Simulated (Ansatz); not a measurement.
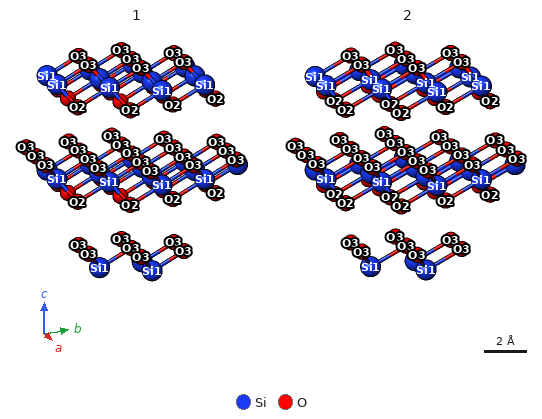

Two geometries of solid SiO2 (a generated structure, set up in P-1) (coarse preliminary run), drawn at one scale. One is the start of a relaxation, the other its converged end. The picture is a ball-and-stick view of the atoms within 5.8 Å of the atom that moves most (axes of the cell of the calculation), seen slightly off an axis.

Method: DFT PBE+D3(BJ), scalar-relativistic, plane waves, PAW in Ansatz. (plane-wave cutoff 420 eV; k-point mesh 8 × 8 × 4; occupations gaussian; smearing width 0.1 eV; no spin polarisation; cell and atoms relaxed; force threshold 0.04 eV/Å; at most 70 steps)

Which of the two is the end point?

Answer. Structure 1 is the relaxed one. The largest moves relative to the cell, 0.13 Å, are those of O2 and O3. O3 goes roughly along [−2 −3 −1]. Si stays in place. Cell: a 2.761 → 2.686 Å (−2.7 %), b 2.768 → 2.686 Å (−3.0 %), c 4.557 → 4.607 Å (+1.1 %), γ 118.4° → 120.0°. Volume −6.0 %. Among the contacts that change: Si1–O2 1.995 → 1.801 Å, Si1–O2 (another image) 1.839 → 1.801 Å, Si1–O2 (another image) 1.814 → 1.801 Å. Bond angles that change, for instance: Si1–O3–Si1 93.1° → 96.4°, O2–Si1–O3 86.9° → 83.6°, O2–Si1–O2 93.1° → 96.4°. The space group (tolerance 0.01 Å) goes from P-1 (No. 2) to P-3m1 (No. 164). After 5 accepted moves (7 points after the start) the energy has fallen by 0.444 eV per cell of the calculation. Largest force component: 1.6 eV/Å at the start, 0.0033 eV/Å at the end. The pressure goes from −20.42 to 0.06 GPa. The SCF was repeated twice at an unchanged geometry on a basis and grid sized afresh for the cell, which shifted the energy by 4.5 meV per cell of the calculation at most.
